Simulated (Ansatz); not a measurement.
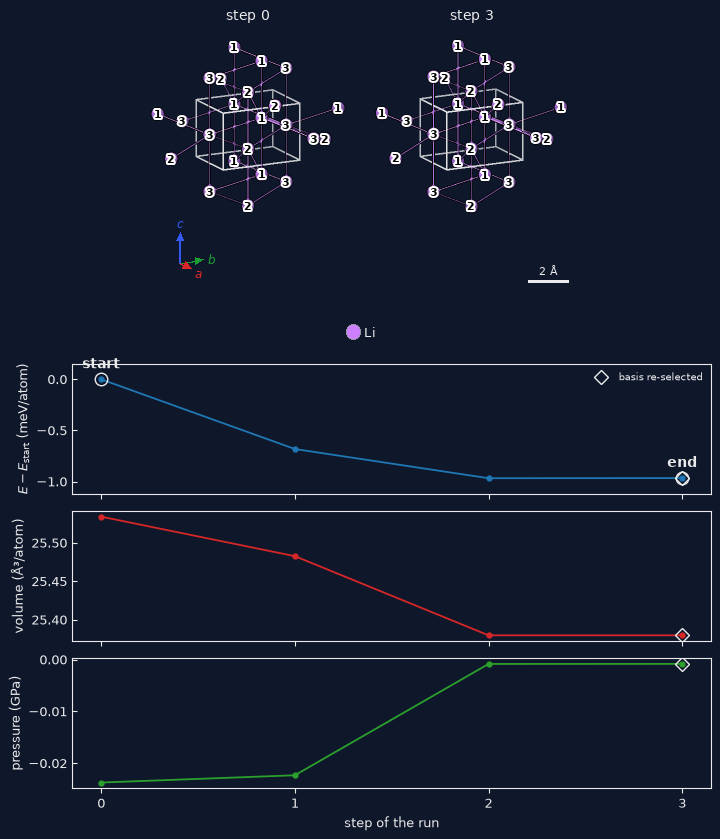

First and last geometry of a relaxation of solid Li (built on the random type), with the history of the run. The picture is a ball-and-stick view of the cell of the calculation, seen slightly off an axis.

Case: random cell with space group P6_5 (No. 170).

Level of theory: Ansatz, DFT PBE, scalar-relativistic, plane waves, PAW. Settings: plane-wave cutoff 420 eV; k-point mesh 12 × 12 × 16; occupations gaussian; smearing width 0.1 eV; no spin polarisation; cell and atoms relaxed; force threshold 0.01 eV/Å; at most 80 steps.

What do the curves and the structures tell?

Answer. It converged. The atoms keep their places relative to the cell (all moves are under 0.005 Å). The volume changes by −0.6 %, with a = b 5.502 → 5.443 Å (−1.1 %), c 2.922 → 2.968 Å (+1.6 %). Among the contacts that change: Li1–Li1 2.922 → 2.968 Å, Li1–Li2 2.918 → 2.896 Å. The space group stays P6_422 (No. 181). The energy falls by 1.0 meV per atom in 2 accepted moves (3 points after the start). All forces vanish by symmetry, so only the cell relaxes. Pressure: −0.02 GPa at the start and 0.00 GPa at the end. At 1 point the geometry stayed and the basis and grid were re-selected for the new cell (energy shift of less than 0.05 meV per atom at most each time). The run took roughly 40 core-seconds on a shared host.
